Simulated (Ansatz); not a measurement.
**Geometry relaxation of Sr4Ti5O12 (part 3 of 3)**

Sr4Ti5O12 (slab, 21 atoms in the cell); DFT PBE, scalar-relativistic, plane waves, PAW, PAW set soft_1, spin-polarised (Ansatz 0.2.0); cutoff 420 eV, 3×2×1 k-mesh, Fermi–Dirac smearing of 0.05 eV, collinear spins. The structure derives from an entry of the Crystallography Open Database. The input holds or restrains some coordinates. Forces given for the steps count only the free coordinates. It belongs to a series of runs on one base structure; here: end point B relaxed.

Geometry of the input (Å; fractional positions):
```
5.5225  0.0000  0.0000
0.0000  7.8100  0.0000
0.0000  0.0000  15.1419
Sr 0.0000  0.0000  0.0660
Ti 0.5000  0.2500  0.0660
O  0.7500  0.2500  0.1572
O  0.2500  0.2500  0.1572
O  0.5000  0.0000  0.0660
Sr 0.5000  0.0000  0.2484
Ti 0.0000  0.2500  0.2484
O  0.2500  0.2500  0.3396
O  0.7500  0.2500  0.3396
O  0.0000  0.0000  0.2484
Sr 0.0000  0.5000  0.0660
Ti 0.5000  0.7500  0.0660
O  0.7500  0.7500  0.1572
O  0.2500  0.7500  0.1572
O  0.5000  0.5000  0.0660
Sr 0.5000  0.5000  0.2484
Ti 0.0000  0.7500  0.2484
O  0.2500  0.7500  0.3396
O  0.7500  0.7500  0.3396
O  0.0000  0.5000  0.2484
Ti 0.4167  0.5833  0.4836
```

## Output, continued
```
  k-point 3 ↓: bands = ["-55.5297", "-55.1729", "-55.0137", "-54.2648", "-53.9195", "-32.1055", "-32.1037", "-31.8640", "-31.8192", "-31.8048", "-31.7304", "-31.6931", "-31.6636", "-31.5507", "-31.5454", "-31.4858", "-31.4233", "-31.1908", "-30.8513", "-30.7282", "-30.6469", "-30.6036", "-30.3304", "-29.8118", "-16.7116", "-16.6330", "-16.3397", "-16.1702", "-16.1577", "-16.0173", "-15.6810", "-15.6755", "-15.5199", "-15.4893", "-15.2014", "-14.6106", "-14.0864", "-14.0545", "-13.9914", "-13.9314", "-13.7569", "-13.6959", "-13.5757", "-13.5382", "-13.3970", "-13.3902", "-13.0732", "-12.7338", "-3.3790", "-3.1638", "-3.1152", "-2.9673", "-2.9396", "-2.9071", "-2.8475", "-2.7395", "-2.5719", "-2.5701", "-2.3338", "-2.3163", "-2.2401", "-2.2259", "-2.0215", "-1.9359", "-1.8327", "-1.8231", "-1.7240", "-1.4400", "-1.2103", "-1.1305", "-1.0500", "-0.9685", "-0.7831", "-0.7655", "-0.5449", "-0.3689", "-0.3643", "-0.2365", "-0.2040", "-0.0177", "0.2875", "0.4001", "0.4293", "0.7169", "2.9149", "3.6251", "3.7805", "3.7875", "3.8588", "3.9399", "4.0843", "4.1240", "4.3862", "4.3911", "4.4516", "4.6511", "4.6589", "4.9527", "4.9935", "5.0059", "5.0966", "5.1927", "5.2493", "5.5292", "5.7115", "5.9401", "6.0312", "6.1972"]
--- Relaxed structure (18 steps of the walk, 18 accepted, 0 SCFs on fresh bases) ---
  F+E_penalty+E_count = -33508.54521691 eV   max|allowed force component| = 1.346e-2 eV/Å
  atoms:
    - { symbol: Sr, position: [0.0, 0.0, 0.06604201] }
    - { symbol: Ti, position: [0.5, 0.24999999999999997, 0.06604201] }
    - { symbol: O, position: [0.8005356637769229, 0.24999579057909527, 0.11033301644022589] }
    - { symbol: O, position: [0.25850399909809213, 0.2500056383325373, 0.14538523231901535] }
    - { symbol: O, position: [0.5, 0.0, 0.06604201] }
    - { symbol: Sr, position: [0.45440684648696145, 0.018828694659555487, 0.25655865677905865] }
    - { symbol: Ti, position: [-0.028346916042099983, 0.24999823278398423, 0.25277553887385057] }
    - { symbol: O, position: [0.20820913747860645, 0.24998518469245665, 0.3281138535302988] }
    - { symbol: O, position: [0.6937276251831931, 0.2500011307377581, 0.30865157754097544] }
    - { symbol: O, position: [-0.02856358677782189, -0.009235237531105988, 0.22801967740722656] }
    - { symbol: Sr, position: [0.0, 0.49999999999999994, 0.06604201] }
    - { symbol: Ti, position: [0.5, 0.75, 0.06604201] }
    - { symbol: O, position: [0.8008094738557924, 0.7500009961682912, 0.11208342111484006] }
    - { symbol: O, position: [0.2695513861119221, 0.7500049087023681, 0.1524068023855635] }
    - { symbol: O, position: [0.5, 0.49999999999999994, 0.06604201] }
    - { symbol: Sr, position: [0.45438656301171193, 0.48118127805082206, 0.25658143222645946] }
    - { symbol: Ti, position: [-0.02133670090021891, 0.7500003999699236, 0.24964383675482796] }
    - { symbol: O, position: [0.20700006481524688, 0.7500023808422558, 0.3443468553494588] }
    - { symbol: O, position: [0.7013566405893931, 0.7500128328802262, 0.3266241415857299] }
    - { symbol: O, position: [-0.028540869483513857, 0.5092377667467445, 0.22802837911134302] }
    - { symbol: Ti, position: [0.47433292944991634, 0.7500532544999485, 0.4139766329860296] }
```

## Trajectory as extended XYZ (Å, eV, eV/Å), 10 of the 18 frames kept, from step=1 to step=18
```
21
Lattice="5.5225 0.0000 0.0000 0.0000 7.8100 0.0000 0.0000 0.0000 15.1419" Properties=species:S:1:pos:R:3:forces:R:3 step=1 energy=-33497.83204
Sr    0.0000    0.0000    1.0000    0.0037  -0.0019   1.5859
Ti    2.7613    1.9525    1.0000   -0.0133   0.0009   4.1893
O     4.1419    1.9525    2.3806   -1.6501  -0.0009  -3.7029
O     1.3806    1.9525    2.3806    1.6779  -0.0037  -3.7270
O     2.7613    0.0000    1.0000    0.0056   0.0665  -1.7812
Sr    2.7613    0.0000    3.7613    0.0744   0.0658   2.4786
Ti    0.0000    1.9525    3.7613   -0.1946   0.0964   6.9122
O     1.3806    1.9525    5.1419   -0.2590   0.4393  -1.2485
O     4.1419    1.9525    5.1419    0.3766   0.2283  -1.6121
O     0.0000    0.0000    3.7613    0.0911  -0.2820  -2.1238
Sr    0.0000    3.9050    1.0000    0.0063   0.0027   1.6056
Ti    2.7613    5.8575    1.0000    0.0010   0.0190   4.0658
O     4.1419    5.8575    2.3806   -1.4944  -0.0092  -3.5592
O     1.3806    5.8575    2.3806    1.5331  -0.0034  -3.5491
O     2.7613    3.9050    1.0000    0.0061  -0.0788  -1.7654
Sr    2.7613    3.9050    3.7613    0.1206  -0.1180   1.7566
Ti    0.0000    5.8575    3.7613   -0.5312  -0.1413   6.4034
O     1.3806    5.8575    5.1419    0.4515  -0.9365   0.3841
O     4.1419    5.8575    5.1419   -0.0251  -0.4144  -0.9773
O     0.0000    3.9050    3.7613    0.0608   0.2310  -2.2177
Ti    2.3010    4.5558    7.3219   -0.2409   0.8408  -3.1177
21
Lattice="5.5225 0.0000 0.0000 0.0000 7.8100 0.0000 0.0000 0.0000 15.1419" Properties=species:S:1:pos:R:3:forces:R:3 step=3 energy=-33504.37088
Sr    0.0000    0.0000    1.0000    0.0204  -0.0285   1.8996
Ti    2.7613    1.9525    1.0000   -0.0346  -0.0877   4.1284
O     4.1426    1.9507    2.2151   -0.5624  -0.0049  -2.3268
O     1.3812    1.9511    2.2157    0.6225  -0.0016  -2.3540
O     2.7613    0.0000    1.0000    0.0063  -0.0595  -2.2392
Sr    2.7699    0.0050    4.0038    0.0527   0.4587   1.1693
Ti   -0.0033    1.9559    3.9125   -0.0063   0.0630   3.8128
O     1.4028    2.0014    5.0828   -0.2764   0.3522  -0.9901
O     4.1205    1.9763    5.0551    0.2876   0.1301  -1.1753
O     0.0090   -0.0185    3.6312    0.1345  -0.7132  -0.9184
Sr    0.0000    3.9050    1.0000    0.0203   0.0183   1.8642
Ti    2.7613    5.8575    1.0000   -0.0650   0.0825   4.2652
O     4.1449    5.8572    2.2236   -0.5141   0.0030  -2.0140
O     1.3793    5.8567    2.2316    0.7140   0.0010  -2.0457
O     2.7613    3.9050    1.0000    0.0103   0.0389  -2.2058
Sr    2.7773    3.8878    3.9099    0.1500  -0.6208   0.0892
Ti   -0.0149    5.8428    3.9370   -0.6670  -0.2172   2.7037
O     1.4298    5.7557    5.2077    0.4379  -1.2016   1.3346
O     4.1016    5.8107    5.0960    0.2023  -0.3435  -0.4658
O     0.0027    3.9145    3.6103    0.0434   0.6885  -1.2584
Ti    2.2683    4.6694    6.9502   -0.5763   1.4423  -3.2735
21
Lattice="5.5225 0.0000 0.0000 0.0000 7.8100 0.0000 0.0000 0.0000 15.1419" Properties=species:S:1:pos:R:3:forces:R:3 step=5 energy=-33506.91191
Sr    0.0000    0.0000    1.0000    0.0515  -0.0869   1.4117
Ti    2.7613    1.9525    1.0000    0.0378  -0.3034   1.3323
O     4.1895    1.9489    2.0554    0.4563   0.0259  -0.1572
O     1.3405    1.9506    2.0544   -0.5078   0.0266  -0.0967
O     2.7613    0.0000    1.0000    0.0361   0.0028  -2.0495
Sr    2.7768    0.0548    4.1006    0.0097   0.2410   0.2833
Ti    0.0151    1.9518    4.0184    0.0335  -0.0450  -0.1535
O     1.4408    2.0366    5.0399   -0.0727   0.0142  -0.2553
O     4.0912    1.9901    5.0025    0.0600  -0.0147  -0.2524
O     0.0302   -0.0841    3.5973    0.0695  -0.1609   0.3438
Sr    0.0000    3.9050    1.0000    0.0562   0.0547   1.1820
Ti    2.7613    5.8575    1.0000   -0.1543   0.2544   1.9735
O     4.1803    5.8572    2.0817    0.4801  -0.0281  -0.0445
O     1.3655    5.8551    2.0941   -0.2211  -0.0407  -0.2307
O     2.7613    3.9050    1.0000    0.0526  -0.0523  -1.9350
Sr    2.7978    3.8000    3.8119    0.0877  -0.4041  -0.4525
Ti   -0.0671    5.8120    4.0326   -0.1313  -0.0079  -0.8068
O     1.4247    5.6709    5.2959   -0.7969   0.5103  -0.6817
O     4.0573    5.7559    5.0820   -0.5798  -0.2390   0.3572
O     0.0091    3.9539    3.5133    0.0332   0.1383   0.0873
Ti    2.2273    4.8815    6.6310    0.9997   0.1148   0.1447
21
Lattice="5.5225 0.0000 0.0000 0.0000 7.8100 0.0000 0.0000 0.0000 15.1419" Properties=species:S:1:pos:R:3:forces:R:3 step=7 energy=-33507.85328
Sr    0.0000    0.0000    1.0000    0.0709  -0.1101   1.1855
Ti    2.7613    1.9525    1.0000    0.0320  -0.5212   0.9919
O     4.2433    1.9526    2.0049   -0.0406   0.0268  -0.0880
O     1.2842    1.9530    2.0108    0.0095   0.0100  -0.0233
O     2.7613    0.0000    1.0000    0.0905   0.0012  -1.7814
Sr    2.7563    0.0789    4.1774   -0.1735   0.0709   0.1406
Ti    0.0165    1.9413    3.9593   -0.1230  -0.0557  -0.1881
O     1.4349    2.0437    4.9792    0.0318  -0.0898  -0.1950
O     4.0894    1.9965    4.9438   -0.0124   0.0164  -0.1431
O     0.0146   -0.1042    3.6394   -0.1446  -0.0088   0.0651
Sr    0.0000    3.9050    1.0000    0.0819   0.0587   0.7918
Ti    2.7613    5.8575    1.0000   -0.2190   0.4154   1.6986
O     4.2362    5.8517    2.0558    0.0274  -0.0148   0.1605
O     1.3281    5.8480    2.0345   -0.0409  -0.0026  -0.0706
O     2.7613    3.9050    1.0000    0.1120  -0.1126  -1.6639
Sr    2.7871    3.7265    3.6934   -0.1714  -0.1803  -0.1810
Ti   -0.1533    5.7951    3.9624    0.5776   0.0809  -0.6878
O     1.3248    5.7286    5.2256   -0.3951  -0.1039   0.1963
O     3.9555    5.6787    5.1061   -0.5291  -0.3200   0.7100
O     0.0030    3.9560    3.4945   -0.0707  -0.0077   0.0512
Ti    2.4886    5.0697    6.4101    0.8865   0.8472  -0.9694
21
Lattice="5.5225 0.0000 0.0000 0.0000 7.8100 0.0000 0.0000 0.0000 15.1419" Properties=species:S:1:pos:R:3:forces:R:3 step=9 energy=-33508.27676
Sr    0.0000    0.0000    1.0000    0.0486  -0.0631   0.9850
Ti    2.7613    1.9525    1.0000    0.0243  -0.4851   0.5476
O     4.2476    1.9651    1.9853    0.0524  -0.0232  -0.0268
O     1.2750    1.9636    1.9934   -0.0245  -0.0491   0.0986
O     2.7613    0.0000    1.0000    0.0640   0.0117  -1.6744
Sr    2.6799    0.1485    4.1265   -0.0646  -0.3178  -0.0052
Ti   -0.0329    1.9467    3.9073   -0.0243   0.0167  -0.2030
O     1.3746    2.0223    4.9408    0.0670  -0.0647  -0.1060
O     4.0332    1.9814    4.8719   -0.0189   0.0437   0.0304
O    -0.0058   -0.0738    3.5774   -0.0829  -0.0270  -0.0429
Sr    0.0000    3.9050    1.0000    0.0444   0.0903   0.6180
Ti    2.7613    5.8575    1.0000   -0.2031   0.3328   1.6566
O     4.2480    5.8580    2.0449    0.0063  -0.0196   0.0293
O     1.3288    5.8473    2.0409   -0.1438   0.0448   0.0898
O     2.7613    3.9050    1.0000    0.0982  -0.0064  -1.6250
Sr    2.7279    3.6634    3.6912   -0.1365   0.3302   0.0615
Ti   -0.1196    5.8291    3.8688    0.4261   0.0164  -0.4950
O     1.2906    5.8069    5.1843   -0.1482  -0.0862   0.0170
O     3.9752    5.7541    5.1061    0.3470   0.0105  -0.2181
O    -0.0053    3.9644    3.4743   -0.1293  -0.0289   0.0967
Ti    2.6448    5.3769    6.2867   -0.2022   0.2736   0.1660
21
Lattice="5.5225 0.0000 0.0000 0.0000 7.8100 0.0000 0.0000 0.0000 15.1419" Properties=species:S:1:pos:R:3:forces:R:3 step=10 energy=-33508.39490
Sr    0.0000    0.0000    1.0000    0.0717  -0.0219   0.8163
Ti    2.7613    1.9525    1.0000   -0.0665  -0.2919   0.6403
O     4.2657    1.9666    1.9562    0.0299  -0.0544  -0.1075
O     1.2815    1.9610    2.0065    0.0887  -0.0436  -0.0562
O     2.7613    0.0000    1.0000    0.0457  -0.0480  -1.6116
Sr    2.6632    0.1257    4.0383   -0.0097  -0.1055  -0.0499
Ti   -0.0519    1.9316    3.8675    0.0003  -0.0095   0.1607
O     1.3628    1.9747    4.9011   -0.0880  -0.0260  -0.1268
O     4.0143    1.9504    4.8407    0.0839   0.0334  -0.1012
O    -0.0207   -0.0783    3.5218   -0.0670   0.0041  -0.0465
Sr    0.0000    3.9050    1.0000    0.0759   0.0301   0.5726
Ti    2.7613    5.8575    1.0000   -0.3107   0.1810   1.6647
O     4.2704    5.8553    2.0055   -0.0017  -0.0332  -0.0481
O     1.3378    5.8525    2.0763    0.0107  -0.0126   0.0333
O     2.7613    3.9050    1.0000    0.0385   0.0712  -1.5897
Sr    2.6923    3.6815    3.7702   -0.0519   0.1813   0.0631
Ti   -0.0954    5.8264    3.8035    0.1686   0.0999  -0.0705
O     1.2830    5.8282    5.1651   -0.0747  -0.0736  -0.0481
O     3.9896    5.7912    5.0661    0.1871  -0.0367  -0.1754
O    -0.0174    3.9559    3.4761   -0.0939  -0.0011   0.0040
Ti    2.6607    5.5763    6.2905   -0.0370   0.1569   0.0767
21
Lattice="5.5225 0.0000 0.0000 0.0000 7.8100 0.0000 0.0000 0.0000 15.1419" Properties=species:S:1:pos:R:3:forces:R:3 step=12 energy=-33508.46775
Sr    0.0000    0.0000    1.0000    0.1832   0.0744   0.3894
Ti    2.7613    1.9525    1.0000    0.0132   0.0980   0.4406
O     4.3431    1.9548    1.8349   -0.1284  -0.0221  -0.1271
O     1.3233    1.9580    2.0504    0.1130  -0.0146   0.1031
O     2.7613    0.0000    1.0000   -0.0523  -0.1680  -1.4805
Sr    2.6282    0.1608    3.8377    0.0960   0.0028   0.0695
Ti   -0.0739    1.9471    3.8369   -0.2097   0.0953   0.0757
O     1.3285    1.9469    4.8804   -0.2233   0.0283   0.0065
O     3.9548    1.9511    4.7604    0.1990   0.0056  -0.1033
O    -0.0662   -0.0459    3.4473    0.0358  -0.1176   0.0134
Sr    0.0000    3.9050    1.0000    0.1904  -0.0563   0.4578
Ti    2.7613    5.8575    1.0000   -0.1764  -0.0837   1.6324
O     4.3395    5.8554    1.8871   -0.0146   0.0646  -0.1668
O     1.4018    5.8543    2.1835    0.0905   0.0457  -0.0272
O     2.7613    3.9050    1.0000   -0.0396   0.1970  -1.5296
Sr    2.6258    3.7689    3.9028    0.0967  -0.0634  -0.0037
Ti   -0.0449    5.8642    3.7366   -0.1770  -0.0408   0.2895
O     1.2852    5.8754    5.1357    0.0977   0.0059   0.0519
O     4.0111    5.8825    4.9851   -0.1571   0.0073   0.1044
O    -0.0774    3.9762    3.4657    0.0738  -0.0419   0.0328
Ti    2.7104    5.9157    6.2620   -0.0107  -0.0163  -0.2287
21
Lattice="5.5225 0.0000 0.0000 0.0000 7.8100 0.0000 0.0000 0.0000 15.1419" Properties=species:S:1:pos:R:3:forces:R:3 step=14 energy=-33508.53964
Sr    0.0000    0.0000    1.0000    0.4541  -0.0302   0.2257
Ti    2.7613    1.9525    1.0000   -0.1225  -0.0013   0.7706
O     4.4327    1.9511    1.6517   -0.0585   0.0217  -0.0323
O     1.4471    1.9523    2.2241   -0.0649  -0.0040  -0.0292
O     2.7613    0.0000    1.0000   -0.1792  -0.0935  -1.4871
Sr    2.4850    0.1474    3.8979    0.0262  -0.0190   0.0171
Ti   -0.1675    1.9572    3.8331   -0.0547  -0.0289  -0.0356
O     1.1201    1.9535    4.9931    0.0382   0.0023  -0.0102
O     3.8124    1.9573    4.6641   -0.0355  -0.0204   0.0131
O    -0.1696   -0.0693    3.4518    0.0152   0.0256   0.0193
Sr    0.0000    3.9050    1.0000    0.4564   0.0141   0.2174
Ti    2.7613    5.8575    1.0000   -0.3346   0.0053   1.8716
O     4.4152    5.8553    1.7250   -0.0293   0.0239  -0.0348
O     1.4817    5.8584    2.2912   -0.0177   0.0034   0.0184
O     2.7613    3.9050    1.0000   -0.1849   0.0799  -1.4846
Sr    2.4833    3.7549    3.8946    0.0222   0.0056  -0.0823
Ti   -0.1502    5.8598    3.7736   -0.0256   0.0081  -0.0165
O     1.1142    5.8664    5.2084    0.0347  -0.0372   0.0427
O     3.8437    5.8519    4.9401    0.0368  -0.0086   0.0010
O    -0.1642    3.9767    3.4509    0.0230  -0.0421   0.0205
Ti    2.5870    5.8140    6.2645    0.0004   0.0953  -0.0048
21
Lattice="5.5225 0.0000 0.0000 0.0000 7.8100 0.0000 0.0000 0.0000 15.1419" Properties=species:S:1:pos:R:3:forces:R:3 step=16 energy=-33508.54316
Sr    0.0000    0.0000    1.0000    0.4555   0.0396   0.2221
Ti    2.7613    1.9525    1.0000   -0.1876   0.0069   0.6674
O     4.4212    1.9526    1.6685   -0.0068  -0.0009   0.0177
O     1.4264    1.9521    2.2016    0.0078   0.0053   0.0178
O     2.7613    0.0000    1.0000   -0.1969  -0.0951  -1.4668
Sr    2.5211    0.1582    3.8882   -0.0250  -0.1115  -0.0597
Ti   -0.1469    1.9519    3.8336   -0.0463   0.0005  -0.0568
O     1.1581    1.9502    4.9746   -0.0221   0.0041   0.0295
O     3.8359    1.9505    4.6770    0.0800   0.0132   0.0083
O    -0.1519   -0.0711    3.4520    0.0014   0.0428   0.0212
Sr    0.0000    3.9050    1.0000    0.4535  -0.0363   0.2325
Ti    2.7613    5.8575    1.0000   -0.3098  -0.0056   1.8711
O     4.4201    5.8581    1.7042   -0.0053  -0.0086  -0.0233
O     1.4879    5.8575    2.3063    0.0058  -0.0028  -0.0163
O     2.7613    3.9050    1.0000   -0.1966   0.0975  -1.4674
Sr    2.5185    3.7487    3.8959   -0.0107   0.1075  -0.0366
Ti   -0.1101    5.8579    3.7784   -0.0302   0.0024  -0.0186
O     1.1431    5.8599    5.2151    0.0309   0.0026   0.0346
O     3.8729    5.8599    4.9378    0.0081   0.0016   0.0251
O    -0.1519    3.9758    3.4544    0.0031  -0.0362   0.0205
Ti    2.6242    5.8751    6.2648   -0.0090  -0.0267  -0.0222
21
Lattice="5.5225 0.0000 0.0000 0.0000 7.8100 0.0000 0.0000 0.0000 15.1419" Properties=species:S:1:pos:R:3:forces:R:3 step=18 energy=-33508.54522
Sr    0.0000    0.0000    1.0000    0.4547   0.0477   0.2156
Ti    2.7613    1.9525    1.0000   -0.1866   0.0003   0.6754
O     4.4210    1.9525    1.6706   -0.0018   0.0005   0.0015
O     1.4276    1.9525    2.2014   -0.0024  -0.0002  -0.0134
O     2.7613    0.0000    1.0000   -0.1979  -0.0971  -1.4623
Sr    2.5095    0.1471    3.8848    0.0060   0.0077   0.0014
Ti   -0.1565    1.9525    3.8275    0.0032  -0.0002   0.0026
O     1.1498    1.9524    4.9683   -0.0054   0.0001   0.0127
O     3.8311    1.9525    4.6736   -0.0135   0.0001  -0.0051
O    -0.1577   -0.0721    3.4526    0.0018   0.0010  -0.0019
Sr    0.0000    3.9050    1.0000    0.4546  -0.0478   0.2161
Ti    2.7613    5.8575    1.0000   -0.3224  -0.0003   1.8323
O     4.4225    5.8575    1.6972   -0.0053  -0.0003  -0.0022
O     1.4886    5.8575    2.3077    0.0080  -0.0002  -0.0108
O     2.7613    3.9050    1.0000   -0.1977   0.0973  -1.4624
Sr    2.5094    3.7580    3.8851    0.0062  -0.0078   0.0014
Ti   -0.1178    5.8575    3.7801   -0.0002   0.0004  -0.0006
O     1.1432    5.8575    5.2141   -0.0024   0.0002   0.0047
O     3.8732    5.8576    4.9457    0.0001  -0.0001  -0.0002
O    -0.1576    3.9771    3.4528    0.0013  -0.0010  -0.0024
Ti    2.6195    5.8579    6.2684   -0.0001  -0.0003  -0.0022
```

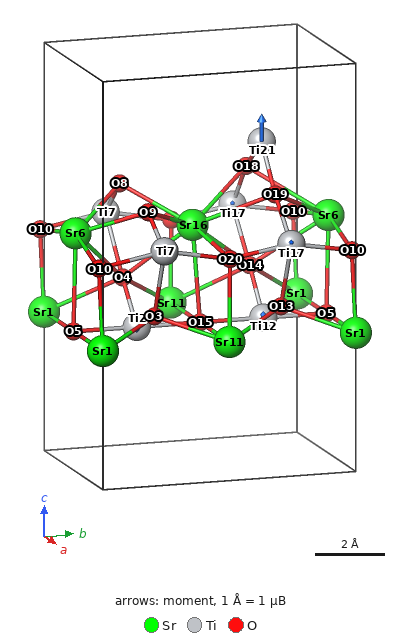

*Magnetic moments of the sites as blue arrows (ball-and-stick view of the cell of the calculation, with the vacuum cut short, seen slightly off an axis; atoms are numbered from 1 in the order of the input); small moments hardly show. The run is collinear, so the axis drawn is arbitrary.*

Site moments: Ti21 (0.84 μB); Ti12 (0.21 μB); Ti2 (−0.19 μB); Ti17 (0.13 μB). They are counted near the atoms and needn't add up to the moment of the cell.
